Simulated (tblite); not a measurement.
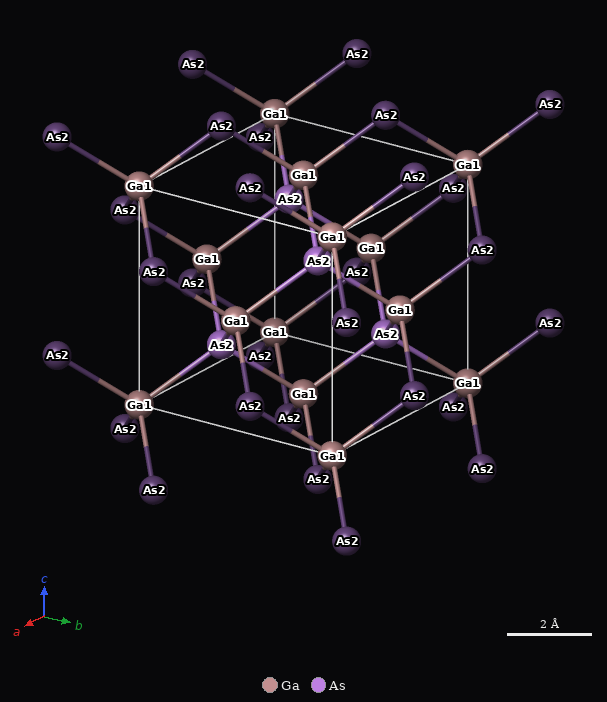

*The input geometry (ball-and-stick view of the cell 4 times as large as that of the calculation, set on its symmetry axes, seen at an oblique angle; neighbours outside the cell are drawn fainter; atoms are numbered from 1 in the order of the input).*

# Run report: GaAs, single-point calculation

The run: single-point calculation of GaAs (F-43m, 2 atoms in the cell). Method and program: with the settings of its input (tblite 0.8.0).

The structure was built on a prototype by a generator. The run did not end well. The geometry comes from this level: r2SCAN.

**The input**
```python
import json
from ase import Atoms
from ase.build import make_supercell
from ase.units import Bohr, GPa, Hartree
from tblite.interface import Calculator

atoms = Atoms(['Ga', 'As'],
              cell=[[0.0, 2.833085, 2.833085], [2.833085, 0.0, 2.833085], [2.833085, 2.833085, 0.0]],
              scaled_positions=[[-0.0, 0.0, 0.0], [0.25, 0.25, 0.25]],
              pbc=True)
cluster = make_supercell(atoms, [[-2, 2, 2], [-2, -2, 2], [2, -2, 2]])
calc = Calculator('GFN2-xTB', cluster.numbers, cluster.positions / Bohr, lattice=cluster.cell[:] / Bohr, periodic=cluster.pbc)
calc.set('temperature', 0.02 / Hartree)
calc.set('max-iter', 2)
res = calc.singlepoint()
levels = res.get('orbital-energies') * Hartree
nv = round(res.get('orbital-occupations').sum() / 2)
cells = len(cluster) // len(atoms)
out = {'energy_per_cell': res.get('energy') * Hartree / cells, 'homo': levels[nv - 1], 'lumo': levels[nv],
       'stress': (-res.get('virial') * Hartree / cluster.get_volume() / GPa).tolist(), 'charges': res.get('charges')[:len(atoms)].tolist(), 'electrons': 2 * nv / cells}
json.dump(out, open('results.json', 'w'))
for key, value in out.items():
    print(key, value)
```

Machine: 1 thread of Arm Neoverse V1, 24 GiB of memory available, shared host.

Launched with:
```bash
python run.py
```

**What the program printed**
```
------------------------------------------------------------
  cycle        total energy    energy error   density error
------------------------------------------------------------
      1     -111.3042539288  -1.1171368E+02   2.1220169E-01
      2     -113.9935479440  -2.6892940E+00   1.4856408E-01
------------------------------------------------------------

 total:                                   4.596 sec
tblite.exceptions.TBLiteRuntimeError: SCF not converged in 2 cycles
```

**Outcome**

```json
{"quantity": "outcome", "value": "not converged"}
{"quantity": "space group (tolerance 0.01 Å)", "value": "F-43m (216)"}
{"quantity": "wall time", "value": "5.2 s"}
{"quantity": "peak memory", "value": "0.14 GiB"}
```

Some settings of this run were drawn to be unusual or wrong. The run did not converge. Its last values are not results.
